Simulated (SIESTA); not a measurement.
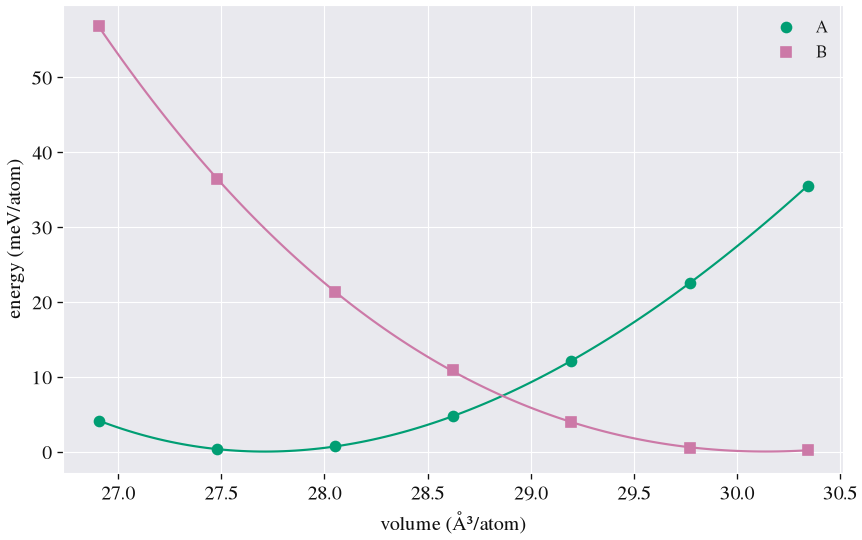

The figure compares two calculations of the energy against volume, each curve from its own zero. The first is for GaSb, space group F-43m (No. 216).

The cell holds 2 atoms.

Calculation (SIESTA 5.4.2): DFT in numerical atomic orbitals with pseudopotentials, no spin polarisation; energies at scaled volumes of the given cell, shape and fractions fixed, counted from the fit's minimum, third-order Birch-Murnaghan fit. Level: LDA.

```csv
setting,value
k mesh,8×8×8
occupations,Fermi–Dirac
smearing width,0.05 eV
potentials,"PseudoDojo 0.4 standard, converted to PSML, two zetas on semicore shells"
program settings,"basis DZP, mesh cutoff 800 Ry"
```

In the second, the level changes from LDA to PBE.

Which of A and B is the second calculation, and what did the change do?

Answer. B. The equilibrium volume rises from 27.71 to 30.14 Å³/atom (+8.8 %) and the bulk modulus falls from 53.7 to 39.6 GPa (−26 %). As usual, the local density approximation binds more tightly than this gradient-corrected functional.

For both, limits of the calculation: mulliken charges of long orbitals.

V0 and the bulk modulus come from third-order Birch–Murnaghan fits.
